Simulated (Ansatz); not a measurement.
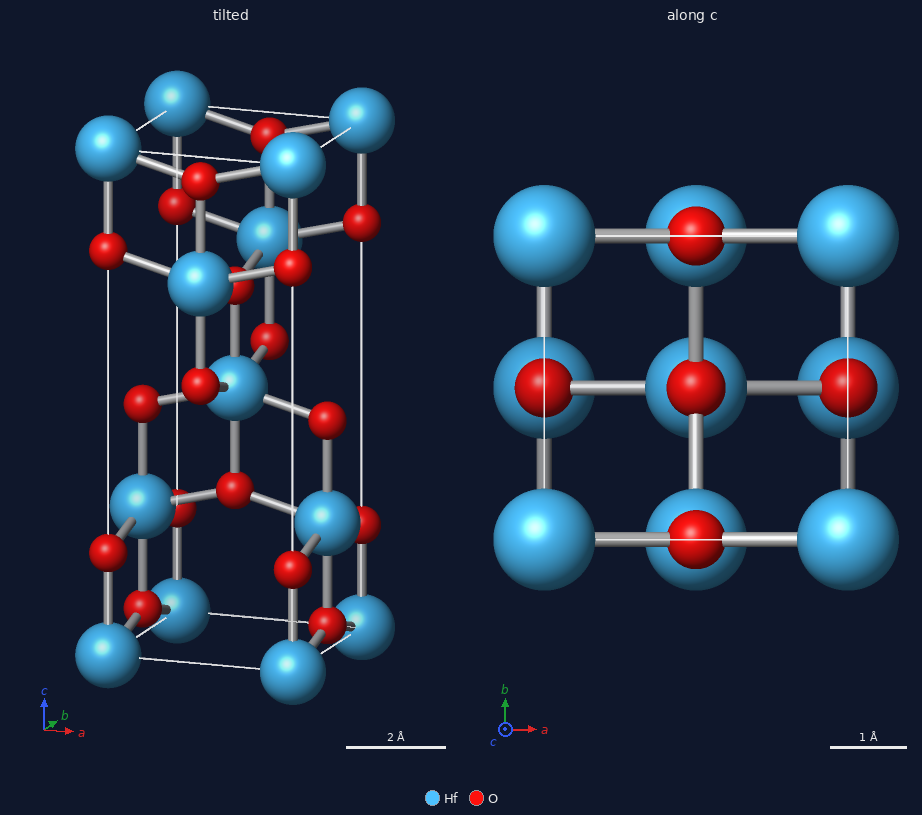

Ball-and-stick representation of a periodic structure, projected slightly off an axis and along the c axis. The conventional unit cell is drawn as a box. Cell: a = 4.02 Å, b = 4.02 Å, c = 10.65 Å, α = 90.00°, β = 90.00°, γ = 90.00°.

Its origin is a structure type filled with these elements by a generator (whether the compound takes this form wasn't checked). Earlier steps of the study may have refined or changed the cell and positions. It was the input of a calculation with Ansatz.

Question: Notes on the structure:

Answer: The formula is HfO$_{2}$. Space group: I4_1/amd (No. 141). Lattice: body-centred tetragonal. The prototype is anatase. The cell comprises 4 formula units: 4 Hf, 8 O. Each Hf is bonded to six O at about 2.1 Å. O is coordinated by three Hf at about 2.1 Å. Not all metal-metal contacts are counted. The bonds build a three-dimensional framework.

Setup: DFT PBE, scalar-relativistic, plane waves, PAW in Ansatz 0.2.0; a kinetic-energy cutoff of 420 eV, k-points about 0.28 Å⁻¹ apart, Gaussian smearing of 0.02 eV, no spin polarisation.

Question: Is it conducting or gapped at this level?

Answer: An insulator at this level, with a gap of 4.43 eV, indirect.

Question: What charge does Bader's analysis assign to each element?

Answer: Hf +2.64 e; O -1.32 e.

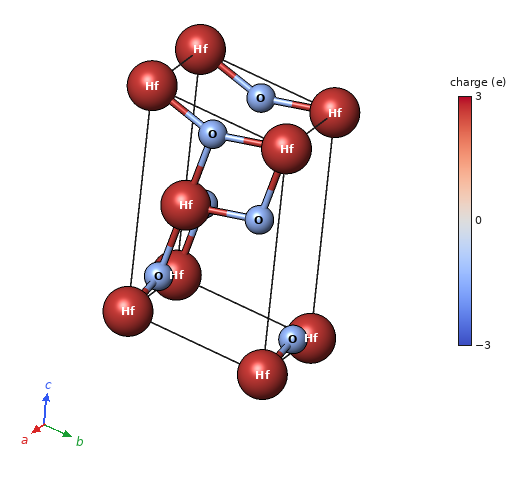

The atoms coloured by those charges. The run's cell of 6 atoms is drawn in a reduced setting, so axes and origin can differ from the first picture.

Question: Is the structure relaxed at this level of theory?

Answer: Yes. All forces vanish to within 0.01 eV/Å. The pressure is 0.0 GPa, close to zero.
